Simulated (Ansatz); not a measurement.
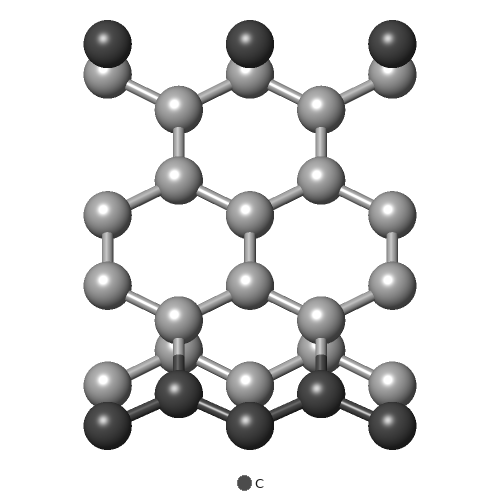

The system is CO on a C(101) slab cut from the C2/m phase, its upper half relaxed before the scan (20 atoms of substrate and one adsorbate in a 2 × 1 cell); the picture shows it without the atoms that are moved over the map. CO (O end down) is moved over the surface cell at a fixed height above a rigid substrate; the origin of the map has the adsorbate above C19; the height is held at 2.70 Å. Places are given modulo a cell vector. The map is drawn in real space over the plane of the surface. Grid: 4 × 4 points; 12 points were computed and 4 follow by symmetry. Places are given in fractions of the 1 × 1 surface cell. Energies are in meV, from the lowest grid point. At a fixed height the lowest place need not be the adsorption site. All numbers below come from DFT PBE+D3(BJ), scalar-relativistic, plane waves, PAW (Ansatz). Settings: cutoff 420 eV, k-mesh 6×4×1, gaussian smearing 0.05 eV, no spin polarisation.

Range: position of O21 along the first surface vector from 0.00 to 0.75; position of O21 along the second surface vector from 0.00 to 0.75.

Predict the map.

Answer. The lowest grid point is at (0/4, 2/4) of the cell vectors. The highest grid point, the top site over a surface C atom, (0/4, 0/4) of the cell vectors, lies 74.4 meV above the lowest.

```
second ↓, first →   0/4   1/4   2/4   3/4
              3/4  12.0   6.4   0.8   6.4
              2/4   0.0   0.0   0.1   0.0
              1/4   0.5   2.3   4.0   2.3
              0/4  74.4  58.6  42.9  58.6
```

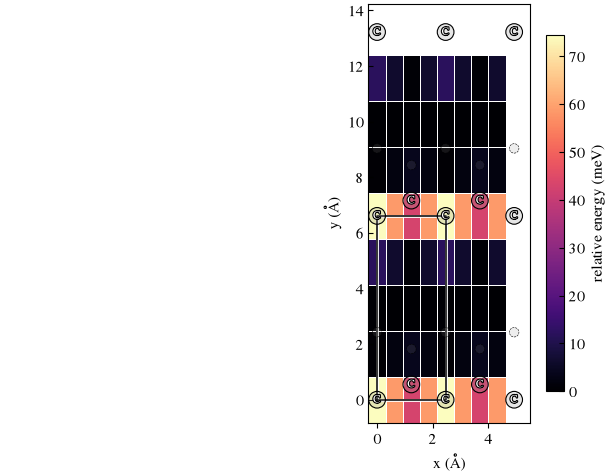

The picture shows one coloured cell a grid point, labelled circles for the atoms of the top layer and small ones for the second layer, the outline of one cell of the 2 × 2 shown.

The whole map (12 points run) took 22 min on 2 threads of Arm Neoverse N1 (shared host).

PAW datasets: the set soft_1.
